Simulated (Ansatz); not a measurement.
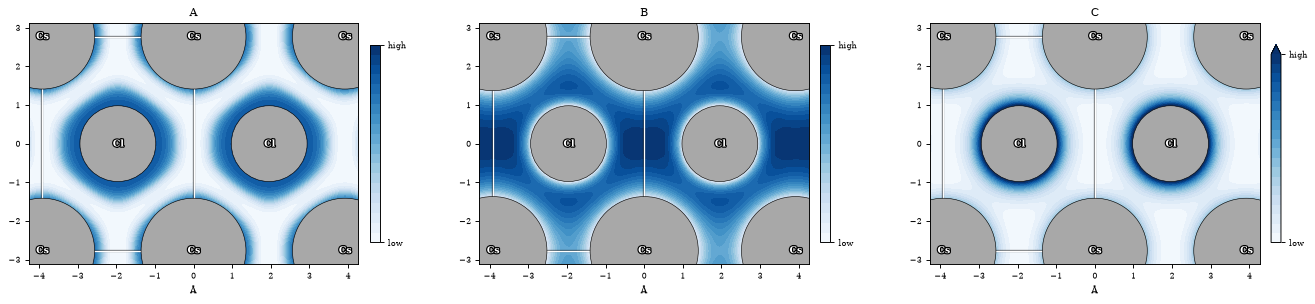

CsCl: 3 fields on the (011̄) plane of the conventional cell, with unlabelled colour scales. Grey discs cover the atomic cores.

Space group Pm-3m; changed on purpose from its base cell (strain -0.050 along x and y, -0.050 along z, atoms carried along); computed pressure about 5 GPa in this cell.

All numbers below come from DFT r2SCAN, scalar-relativistic, plane waves, PAW (Ansatz).

### Match the panels to the quantities (electron localisation function, electrostatic potential energy of an electron and valence pseudo-density).

Panel A: electron localisation function. Panel B: electrostatic potential energy of an electron (low next to the atoms, rising into the space between them). Panel C: valence pseudo-density. From the grid: Cs–Cl (3.39 Å): the density is about 0.09 e/Å³ at the midpoint; the ELF is about 0.05 at the midpoint (an ionic contact with no shared pair).
